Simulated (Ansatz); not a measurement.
The compound is LiBr (space group Fm-3m, No. 225), taken as the geometry relaxed with Ansatz, DFT, r2SCAN, plane waves, PAW.

```yaml
crystal:
  lattice:
    - [5.47917, 0.00000, 0.00000]
    - [0.00000, 5.47917, 0.00000]
    - [0.00000, 0.00000, 5.47917]
  atoms:
    - { symbol: Li, position: [0.00000, 0.00000, 0.00000] }
    - { symbol: Br, position: [0.50000, 0.00000, 0.00000] }
    - { symbol: Li, position: [0.00000, 0.50000, 0.50000] }
    - { symbol: Br, position: [0.50000, 0.50000, 0.50000] }
    - { symbol: Li, position: [0.50000, 0.00000, 0.50000] }
    - { symbol: Br, position: [0.00000, 0.00000, 0.50000] }
    - { symbol: Li, position: [0.50000, 0.50000, 0.00000] }
    - { symbol: Br, position: [0.00000, 0.50000, 0.00000] }
```

Describe the stacking along [111], with columns A (0, 0), B (1/3, 2/3), C (2/3, 1/3) of the hexagonal mesh spanned by (a − b)/2 and (b − c)/2.

Li(A) – Br(C) – Li(B) – Br(A) – Li(C) – Br(B) (six layers in 9.49 Å).

Br layers alone: CAB, the cubic close-packed type.

Li: three octahedral sites (per hexagonal cell).

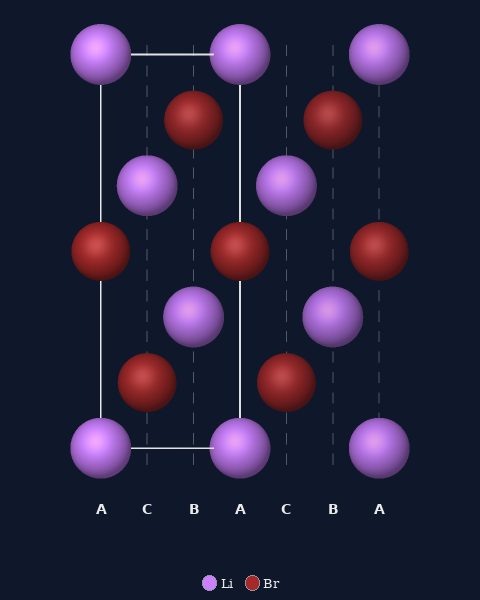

The picture looks along a close-packed row of the hexagonal mesh; [111] points upwards. The dashed lines mark the three columns A (0, 0), B (1/3, 2/3) and C (2/3, 1/3). The box is the hexagonal cell of the face-centred cubic lattice. The sequence starts with the first layer at or above the cell's origin.
